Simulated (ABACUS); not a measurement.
# Run report: BN, single-point calculation at one volume of an equation of state (part 2 of 2)

BN (F-43m, 2 atoms in the cell); Kohn-Sham DFT of a periodic cell, PBEsol, PseudoDojo NC SR 0.4.1 PBEsol standard, no spin polarisation (ABACUS 3.10.1); cutoff 1142.88 eV, 13×13×13 k-mesh, fermi-dirac of 0.05 eV. The structure derives from a Materials Project entry. It belongs to a series of runs on one base structure; here: volume scaled by 0.98.

Geometry of the input (Å; fractional positions):
```
0.0000  1.8008  1.8008
1.8008  0.0000  1.8008
1.8008  1.8008  0.0000
N  0.2500  0.2500  0.2500
B  0.0000  0.0000  0.0000
```

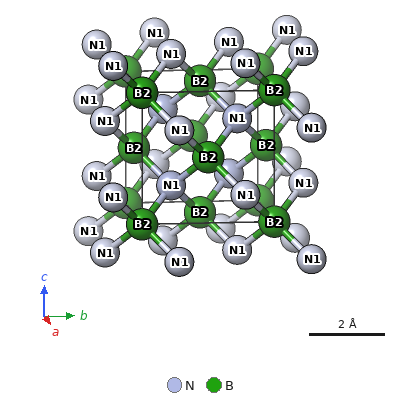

Fig. 1: The input geometry (ball-and-stick view of the cell 4 times as large as that of the calculation, set on its symmetry axes, seen at an oblique angle; neighbours outside the cell are drawn fainter; atoms are numbered from 1 in the order of the input). An atom can appear more than once, as a periodic image.

## Output, continued
```
 SETUP NONLOCAL PSEUDOPOTENTIALS IN PLANE WAVE BASIS
 N non-local projectors:
 projector 1 L=0
 projector 2 L=0
 projector 3 L=1
 projector 4 L=1
 B non-local projectors:
 projector 1 L=0
 projector 2 L=0
 projector 3 L=1
 projector 4 L=1
      TOTAL NUMBER OF NONLOCAL PROJECTORS = 16

 Init Non-Local PseudoPotential table :
 Init Non-Local-Pseudopotential done.

                                     npwx = 1029

 Make real space PAO into reciprocal space.
       max mesh points in Pseudopotential = 701
     dq(describe PAO in reciprocal space) = 0.01
                                    max q = 1104

 number of pseudo atomic orbitals for N is 2
WARNING: norm of atomic wavefunction # 2 of atomic type N is 0.999902, renormalized

 number of pseudo atomic orbitals for B is 2
WARNING: norm of atomic wavefunction # 1 of atomic type B is 0.999867, renormalized
WARNING: norm of atomic wavefunction # 2 of atomic type B is 0.997368, renormalized

 -------------------------------------------
 SELF-CONSISTENT
 -------------------------------------------
                                 init_chg = atomic

 PW ALGORITHM --------------- ION=   1  ELEC=   1--------------------------------

 Density error is 0.208265122451
                          Error Threshold = 0.01
----------------------------------------------------------
     Energy           Rydberg                 eV
----------------------------------------------------------
 E_KohnSham     -26.6910862699       -363.1508590801
 E_Harris       -25.6598840197       -349.1206326866
 E_Fermi        0.9980259562         13.5788397558
----------------------------------------------------------

 PW ALGORITHM --------------- ION=   1  ELEC=   2--------------------------------

 Density error is 0.0502438278659
                          Error Threshold = 0.00260331403064
----------------------------------------------------------
     Energy           Rydberg                 eV
----------------------------------------------------------
 E_KohnSham     -26.7334487857       -363.7272306768
 E_Harris       -27.1501262534       -369.3964184655
 E_Fermi        1.0132778793         13.7863528156
----------------------------------------------------------

 PW ALGORITHM --------------- ION=   1  ELEC=   3--------------------------------

 Density error is 0.00171226546912
                          Error Threshold = 0.000628047848323
----------------------------------------------------------
     Energy           Rydberg                 eV
----------------------------------------------------------
 E_KohnSham     -26.7439513705       -363.8701256739
 E_Harris       -26.6514495618       -362.6115740002
 E_Fermi        1.0845173856         14.7556160240
----------------------------------------------------------

 PW ALGORITHM --------------- ION=   1  ELEC=   4--------------------------------

 Density error is 2.41863385771e-05
                          Error Threshold = 2.1403318364e-05
----------------------------------------------------------
     Energy           Rydberg                 eV
----------------------------------------------------------
 E_KohnSham     -26.7442030276       -363.8735496449
 E_Harris       -26.7351917167       -363.7509444697
 E_Fermi        0.9166009265         12.4709953921
----------------------------------------------------------

 PW ALGORITHM --------------- ION=   1  ELEC=   5--------------------------------

 Density error is 7.9509628839e-07
                          Error Threshold = 3.02329232213e-07
----------------------------------------------------------
     Energy           Rydberg                 eV
----------------------------------------------------------
 E_KohnSham     -26.7442096750       -363.8736400869
 E_Harris       -26.7452453414       -363.8877310515
 E_Fermi        0.9169666371         12.4759711403
----------------------------------------------------------

 PW ALGORITHM --------------- ION=   1  ELEC=   6--------------------------------

 Density error is 3.88597032562e-09
                          Error Threshold = 9.93870360488e-09
----------------------------------------------------------
     Energy           Rydberg                 eV
----------------------------------------------------------
 E_KohnSham     -26.7442098046       -363.8736418503
 E_KS(sigma->0) -26.7442098046       -363.8736418503
 E_Harris       -26.7442034845       -363.8735558613
 E_band         1.9752152107         26.8741816417
 E_one_elec     4.8654056567         66.1972400130
 E_Hartree      3.5127046770         47.7927989982
 E_xc           -8.6840136913        -118.1520677116
 E_Ewald        -26.4383064470       -359.7116131499
 E_entropy(-TS) -0.0000000000        -0.0000000000
 E_descf        0.0000000000         0.0000000000
 E_exx          0.0000000000         0.0000000000
 E_Fermi        0.9169510510         12.4757590801
----------------------------------------------------------

 charge density convergence is achieved
 final etot is -363.87364185 eV
 EFERMI = 12.47575908 eV

 STATE ENERGY(eV) AND OCCUPATIONS    NSPIN == 1
 1/21 kpoint (Cartesian) = 0.0000 0.0000 0.0000 (965 pws)
       1       -9.06248    0.000910332
       2        11.3066    0.000910332
       3        11.3066    0.000910332
       4        11.3066    0.000910332
       5        20.1872    9.51469e-71
       6        20.1872    9.51469e-71
       7        20.1872    9.51469e-71
       8        21.7628    1.96222e-84

 2/21 kpoint (Cartesian) = 0.021358 0.021358 0.021358 (1004 pws)
       1       -8.91627     0.00728266
       2        10.5107     0.00728266
       3        11.1484     0.00728266
       4        11.1484     0.00728266
       5        20.3732    1.84324e-71
       6        20.4260    6.41975e-72
       7        20.4260    6.41975e-72
       8        22.2485    9.49807e-88

 3/21 kpoint (Cartesian) = 0.042715 0.042715 0.042715 (1001 pws)
       1       -8.48189     0.00728266
       2        8.62469     0.00728266
       3        10.7528     0.00728266
       4        10.7528     0.00728266
       5        20.6773    4.21706e-74
       6        21.0007    6.53446e-77
       7        21.0007    6.53446e-77
       8        23.4256        0.00000

 4/21 kpoint (Cartesian) = 0.064073 0.064073 0.064073 (1001 pws)
       1       -7.77474     0.00728266
       2        6.34051     0.00728266
       3        10.2751     0.00728266
       4        10.2751     0.00728266
       5        20.9807    9.74984e-77
       6        21.5981    4.23582e-82
       7        21.5981    4.23582e-82
       8        24.6632        0.00000

 5/21 kpoint (Cartesian) = 0.085431 0.085431 0.085431 (1017 pws)
       1       -6.83321     0.00728266
       2        4.04863     0.00728266
       3        9.84042     0.00728266
       4        9.84042     0.00728266
       5        21.2613    3.56252e-79
       6        21.9628    2.87826e-85
       7        21.9628    2.87826e-85
       8        25.6034        0.00000

 6/21 kpoint (Cartesian) = 0.10679 0.10679 0.10679 (1023 pws)
       1       -5.76079     0.00728266
       2        2.01438     0.00728266
       3        9.52175     0.00728266
       4        9.52175     0.00728266
       5        21.4749    4.97382e-81
       6        22.0720    3.23640e-86
       7        22.0720    3.23640e-86
       8        26.1848        0.00000

[... levels at 15 further k points ...]

------------------------------------------------------------------------------------------
 TOTAL-FORCE (eV/Angstrom)
------------------------------------------------------------------------------------------
                        N1         0.0000000000         0.0000000000         0.0000000000
                        B1         0.0000000000         0.0000000000         0.0000000000
------------------------------------------------------------------------------------------

----------------------------------------------------------------
 TOTAL-STRESS (KBAR)
----------------------------------------------------------------
        19.0212751453         0.0000000000        -0.0000000000
         0.0000000000        19.0212751453        -0.0000000000
         0.0000000000        -0.0000000000        19.0212751453
----------------------------------------------------------------
 TOTAL-PRESSURE: 19.021275 KBAR

 --------------------------------------------
 !FINAL_ETOT_IS -363.8736418502750212 eV
 --------------------------------------------
```

## Standard output
```
ABACUS v3.10.1

               Atomic-orbital Based Ab-initio Computation at UStc

 UNIFORM GRID DIM        : 30 * 30 * 30
 UNIFORM GRID DIM(BIG)   : 30 * 30 * 30
 ---------------------------------------------------------
 Self-consistent calculations for electrons
 ---------------------------------------------------------
 SPIN    KPOINTS         PROCESSORS  THREADS
 1       84              4           4
 ---------------------------------------------------------
 Use plane wave basis
 ---------------------------------------------------------
 ELEMENT NATOM       XC
 N       1
 B       1
 ---------------------------------------------------------
 Initial plane wave basis and FFT box
 ---------------------------------------------------------
 -------------------------------------------
 SELF-CONSISTENT :
 -------------------------------------------
 START CHARGE      : atomic
 ITER       ETOT/eV          EDIFF/eV         DRHO     TIME/s
 DA1     -3.63150859e+02   0.00000000e+00   2.0827e-01   0.81
 DA2     -3.63727231e+02  -5.76371597e-01   5.0244e-02   0.58
 DA3     -3.63870126e+02  -1.42894997e-01   1.7123e-03   0.51
 DA4     -3.63873550e+02  -3.42397097e-03   2.4186e-05   0.60
 DA5     -3.63873640e+02  -9.04420099e-05   7.9510e-07   0.67
 DA6     -3.63873642e+02  -1.76340983e-06   3.8860e-09   0.57
----------------------------------------------------------------
 TOTAL-STRESS (KBAR)
----------------------------------------------------------------
        19.0212751453         0.0000000000        -0.0000000000
         0.0000000000        19.0212751453        -0.0000000000
         0.0000000000        -0.0000000000        19.0212751453
----------------------------------------------------------------
 TOTAL-PRESSURE: 19.021275 KBAR
```
